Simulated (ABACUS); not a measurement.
**Run report: ZnSe, geometry relaxation (part 1 of 2)**

System: ZnSe (F-43m, 2 atoms in the cell).
Method: Kohn-Sham DFT of a periodic cell, TPSS, SG15 ONCV 1.2 PBE, no spin polarisation (ABACUS 3.10.1).

The structure derives from an entry of the Crystallography Open Database.

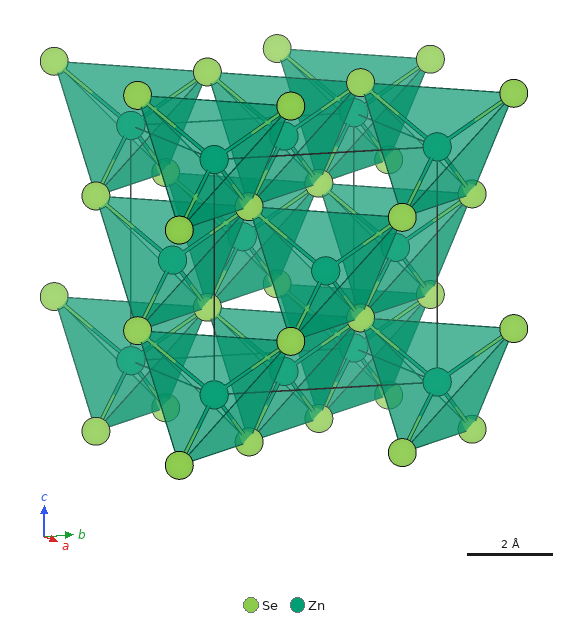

*The structure as given in the input (polyhedral view of the cell 4 times as large as that of the calculation, set on its symmetry axes, seen slightly off an axis; polyhedra are completed across the faces of the cell).*

Results in brief:

| quantity | value |
| --- | --- |
| outcome | converged |
| space group (tolerance 0.01 Å) | F-43m (216) |
| electrons treated | 26 |
| free energy | −5702.7393 eV |
| Fermi energy | 7.215 eV |
| gap on the k-point mesh | 1.36 eV |
| pressure | 0.01 GPa |
| final volume | 47.20 Å³ |
| largest force (length of the vector) at the end | under 0.001 eV/Å |
| final cell | a = 4.056 Å, b = 4.056 Å, c = 4.056 Å, α = 60.00°, β = 60.00°, γ = 60.00° |
| hardware | 4 threads of Intel Xeon (Sapphire Rapids), 64 GiB of memory available, shared host |
| wall time | 75 s (CPU time 4.8 min) |
| peak memory | 0.52 GiB |

Input:
```
INPUT_PARAMETERS
suffix              ZnSe
calculation         cell-relax
basis_type          pw
pseudo_dir          ./
symmetry            1
dft_functional      MGGA_X_TPSS+MGGA_C_TPSS
ecutwfc             101
pseudo_rcut         10
nspin               1
nbands              17
ks_solver           dav
smearing_method     fd
smearing_sigma      0.00367493
scf_thr             1e-08
scf_nmax            100
mixing_type         broyden
mixing_beta         0.7
cal_force           1
cal_stress          1
mixing_tau          1
relax_nmax          60
force_thr_ev        0.005
relax_method        cg
out_stru            1
stress_thr          0.5
kpar                4
```

File STRU:
```
ATOMIC_SPECIES
Se 78.9710 Se_ONCV_PBE-1.2.upf
Zn 65.3800 Zn_ONCV_PBE-1.2.upf

LATTICE_CONSTANT
1.8897261246

LATTICE_VECTORS
0.0000000000 2.8338000000 2.8338000000
2.8338000000 0.0000000000 2.8338000000
2.8338000000 2.8338000000 0.0000000000

ATOMIC_POSITIONS
Direct

Se
0.0
1
0.7500000000 0.7500000000 0.7500000000 1 1 1

Zn
0.0
1
0.0000000000 0.0000000000 0.0000000000 1 1 1
```

File KPT:
```
K_POINTS
0
Gamma
5 5 5 0 0 0
```

Launch command:
```bash
OMP_NUM_THREADS=1 mpirun -np 4 abacus > log
```

The program's output:
```
ABACUS v3.10.1

               Atomic-orbital Based Ab-initio Computation at UStc

 ------------------------------------------------------------------------------------

 READING GENERAL INFORMATION
                           global_out_dir = OUT.ZnSe/
                           global_in_card = INPUT
                               pseudo_dir = ./
                              orbital_dir =
                                    DSIZE = 4
                                    GSIZE = 1

 READING UNITCELL INFORMATION
                                    ntype = 2
                  lattice constant (Bohr) = 1.88973
              lattice constant (Angstrom) = 1

 READING ATOM TYPE 1
                               atom label = Se
                      L=0, number of zeta = 1
                      L=1, number of zeta = 1
                      L=2, number of zeta = 1
             number of atom for this type = 1

 READING ATOM TYPE 2
                               atom label = Zn
                      L=0, number of zeta = 1
                      L=1, number of zeta = 1
                      L=2, number of zeta = 1
             number of atom for this type = 1

                        TOTAL ATOM NUMBER = 2
DIRECT COORDINATES
    atom                   x                   y                   z     mag                  vx                  vy                  vz
taud_Se1            0.7500000000        0.7500000000        0.7500000000  0.0000        0.0000000000        0.0000000000        0.0000000000
taud_Zn1            0.0000000000        0.0000000000        0.0000000000  0.0000        0.0000000000        0.0000000000        0.0000000000

                          Volume (Bohr^3) = 307.138
                             Volume (A^3) = 45.5132

 Lattice vectors: (Cartesian coordinate: in unit of a_0)
                   +0             +2.8338             +2.8338
              +2.8338                  +0             +2.8338
              +2.8338             +2.8338                  +0
 Reciprocal vectors: (Cartesian coordinate: in unit of 2 pi/a_0)
            -0.176442           +0.176442           +0.176442
            +0.176442           -0.176442           +0.176442
            +0.176442           +0.176442           -0.176442
 The esolver type has been set to : ksdft_pw

                PAO radial cut off (Bohr) = 10

 Read in pseudopotential file is Se_ONCV_PBE-1.2.upf
                     pseudopotential type = NC
          exchange-correlation functional = PBE
                 nonlocal core correction = 0
                        valence electrons = 6
                                     lmax = 2
                           number of zeta = 0
                     number of projectors = 6
                           L of projector = 0
                           L of projector = 0
                           L of projector = 1
                           L of projector = 1
                           L of projector = 2
                           L of projector = 2
 XC functional updated to : MGGA_X_TPSS+MGGA_C_TPSS
          exchange-correlation functional = MGGA_X_TPSS+MGGA_C_TPSS
                PAO radial cut off (Bohr) = 10

 Read in pseudopotential file is Zn_ONCV_PBE-1.2.upf
                     pseudopotential type = NC
          exchange-correlation functional = PBE
                 nonlocal core correction = 0
                        valence electrons = 20
                                     lmax = 2
                           number of zeta = 0
                     number of projectors = 6
                           L of projector = 0
                           L of projector = 0
                           L of projector = 1
                           L of projector = 1
                           L of projector = 2
                           L of projector = 2
 XC functional updated to : MGGA_X_TPSS+MGGA_C_TPSS
          exchange-correlation functional = MGGA_X_TPSS+MGGA_C_TPSS
     initial pseudo atomic orbital number = 0

 SETUP THE ELECTRONS NUMBER
            electron number of element Se = 6
      total electron number of element Se = 6
            electron number of element Zn = 20
      total electron number of element Zn = 20
            AUTOSET number of electrons:  = 26
                           occupied bands = 13
                                   NBANDS = 17
                                   NLOCAL = 18

%%%%%%%%%%%%%%%%%%%%%%%%%%%%%%%%%%%%%%%%%%%%%%%%%%%%%%%%%%%%%%%%%%%%%%%%%%%%%%%%%%%%%%%%%%%%%%%%%%%%%%%%%%
 Warning: the number of valence electrons in pseudopotential > 12 for Zn: [Ar] 3d10 4s2
 Pseudopotentials with additional electrons can yield (more) accurate outcomes, but may be less efficient.
 If you're confident that your chosen pseudopotential is appropriate, you can safely ignore this warning.
%%%%%%%%%%%%%%%%%%%%%%%%%%%%%%%%%%%%%%%%%%%%%%%%%%%%%%%%%%%%%%%%%%%%%%%%%%%%%%%%%%%%%%%%%%%%%%%%%%%%%%%%%%

 SETUP THE PLANE WAVE BASIS
 energy cutoff for charge/potential (unit:Ry) = 404
            fft grid for charge/potential = [ 50, 50, 50 ]
                        fft grid division = [ 1, 1, 1 ]
        big fft grid for charge/potential = [ 50, 50, 50 ]
                                     nbxx = 125000
                                     nrxx = 125000

 SETUP PLANE WAVES FOR CHARGE/POTENTIAL
                    number of plane waves = 42087
                         number of sticks = 1597

 PARALLEL PW FOR CHARGE/POTENTIAL
     PROC   COLUMNS(POT)             PW
        1           1597          42087
 --------------- sum -------------------
        1           1597          42087
                            number of |g| = 394
                                  max |g| = 36.4862
                                  min |g| = 0

----------- Double Check Mixing Parameters Begin ------------
mixing_type: broyden
mixing_beta: 0.7
mixing_gg0: 1
mixing_gg0_min: 0.1
mixing_ndim: 8
----------- Double Check Mixing Parameters End ------------

 LATTICE VECTORS: (CARTESIAN COORDINATE: IN UNIT OF A0)
                   +0             +2.8338             +2.8338
              +2.8338                  +0             +2.8338
              +2.8338             +2.8338                  +0
                       right hand lattice = 1
                                   NORM_A = 4.0076
                                   NORM_B = 4.0076
                                   NORM_C = 4.0076
                           ALPHA (DEGREE) = 60
                           BETA  (DEGREE) = 60
                           GAMMA (DEGREE) = 60

 The lattice vectors have been changed (STRU_SIMPLE.cif)

(for optimal symmetric configuration:)
                             BRAVAIS TYPE = 3
                     BRAVAIS LATTICE NAME = 03. Cubic F (face-centered)
                                    ibrav = 3
                                    IBRAV = 3
                                  BRAVAIS = FACE CENTERED CUBIC
                       LATTICE CONSTANT A = 5.6676
Original cell was already a primitive cell.
                        ROTATION MATRICES = 48
              PURE POINT GROUP OPERATIONS = 24
                   SPACE GROUP OPERATIONS = 24
                                       C2 = 3
                                       C3 = 8
                                       C4 = 0
                                       C6 = 0
                                       S1 = 6
                                       S3 = 0
                                       S4 = 6
                                       S6 = 0
                              POINT GROUP = T_d
                                       C2 = 3
                                       C3 = 8
                                       C4 = 0
                                       C6 = 0
                                       S1 = 6
                                       S3 = 0
                                       S4 = 6
                                       S6 = 0
               POINT GROUP IN SPACE GROUP = T_d

 SETUP K-POINTS
                                    nspin = 1
                   Input type of k points = Monkhorst-Pack(Gamma)
                                   nkstot = 125
                       right hand lattice = 1
(for reciprocal lattice: )
                             BRAVAIS TYPE = 2
                     BRAVAIS LATTICE NAME = 02. Cubic I (body-centered)
                                    ibrav = 2
                       right hand lattice = 1
(for k-lattice: )
                             BRAVAIS TYPE = 2
                     BRAVAIS LATTICE NAME = 02. Cubic I (body-centered)
                                    ibrav = 2
                       right hand lattice = 1
                        ROTATION MATRICES = 48
                               nkstot_ibz = 10
K-POINTS REDUCTION ACCORDING TO SYMMETRY
     IBZ    DIRECT_X    DIRECT_Y    DIRECT_Z  WEIGHT  ibz2bz
       1  0.00000000  0.00000000  0.00000000  0.0080       0
       2  0.20000000  0.20000000  0.20000000  0.0640       1
       3  0.40000000  0.40000000  0.40000000  0.0640       2
       4  0.20000000  0.20000000  0.00000000  0.0480       6
       5  0.40000000  0.40000000  0.20000000  0.1920       7
       6 -0.40000000  0.40000000  0.40000000  0.1920       8
       7  0.40000000  0.20000000  0.20000000  0.0960       9
       8  0.40000000  0.40000000  0.00000000  0.0480      12
       9 -0.20000000  0.40000000  0.40000000  0.0960      13
      10 -0.40000000  0.40000000  0.20000000  0.1920      38

                               nkstot now = 10
[... K-POINTS DIRECT COORDINATES: 10 rows ...]

           k-point number in this process = 3
       minimum distributed K point number = 2
[... stars of the k points ...]

[... K-POINTS CARTESIAN COORDINATES: 3 rows ...]

[... K-POINTS DIRECT COORDINATES: 3 rows ...]

 SETUP PLANE WAVES FOR WAVE FUNCTIONS
     energy cutoff for wavefunc (unit:Ry) = 101
              fft grid for wave functions = [ 50, 50, 50 ]
                    number of plane waves = 5961
                         number of sticks = 433

 PARALLEL PW FOR WAVE FUNCTIONS
     PROC   COLUMNS(POT)             PW
        1            433           5961
 --------------- sum -------------------
        1            433           5961

 SETUP NONLOCAL PSEUDOPOTENTIALS IN PLANE WAVE BASIS
 Se non-local projectors:
 projector 1 L=0
 projector 2 L=0
 projector 3 L=1
 projector 4 L=1
 projector 5 L=2
 projector 6 L=2
 Zn non-local projectors:
 projector 1 L=0
 projector 2 L=0
 projector 3 L=1
 projector 4 L=1
 projector 5 L=2
 projector 6 L=2
      TOTAL NUMBER OF NONLOCAL PROJECTORS = 36

 Init Non-Local PseudoPotential table :
 Init Non-Local-Pseudopotential done.

                                     npwx = 5264

 -------------------------------------------
 STEP OF RELAXATION : 1
 -------------------------------------------
                                 init_chg = atomic

 PW ALGORITHM --------------- ION=   1  ELEC=   1--------------------------------

 Notice: Threshold on eigenvalues was too large.
 hsover_error=0.26 > DRHO=0.101488
 Origin diag ethr = 0.01
 New diag ethr = 0.00039034

 Density error is 0.0905913950021
                          Error Threshold = 0.000390339935217
----------------------------------------------------------
     Energy           Rydberg                 eV
----------------------------------------------------------
 E_KohnSham     -419.0711001333      -5701.7548289408
 E_Harris       -424.4161116662      -5774.4774416646
 E_Fermi        0.5466140441         7.4370656061
----------------------------------------------------------

 PW ALGORITHM --------------- ION=   1  ELEC=   2--------------------------------

 Density error is 0.0496631366913
                          Error Threshold = 0.000348428442316
----------------------------------------------------------
     Energy           Rydberg                 eV
----------------------------------------------------------
 E_KohnSham     -419.1299400806      -5702.5553874948
 E_Harris       -414.5257859631      -5639.9126570266
 E_Fermi        0.5521885849         7.5129111257
----------------------------------------------------------

 PW ALGORITHM --------------- ION=   1  ELEC=   3--------------------------------

 Density error is 0.00377257162068
                          Error Threshold = 0.000191012064197
----------------------------------------------------------
     Energy           Rydberg                 eV
----------------------------------------------------------
 E_KohnSham     -419.1413669985      -5702.7108586887
 E_Harris       -418.3216484161      -5691.5580152115
 E_Fermi        0.5621703692         7.6487202676
----------------------------------------------------------

 PW ALGORITHM --------------- ION=   1  ELEC=   4--------------------------------

 Density error is 0.000848595344076
                          Error Threshold = 1.45098908488e-05
----------------------------------------------------------
     Energy           Rydberg                 eV
----------------------------------------------------------
 E_KohnSham     -419.1425129899      -5702.7264507017
 E_Harris       -419.5934515298      -5708.8617842924
 E_Fermi        0.5743219288         7.8140507177
----------------------------------------------------------

 PW ALGORITHM --------------- ION=   1  ELEC=   5--------------------------------

 Density error is 5.02613956345e-05
                          Error Threshold = 3.26382824645e-06
----------------------------------------------------------
     Energy           Rydberg                 eV
```
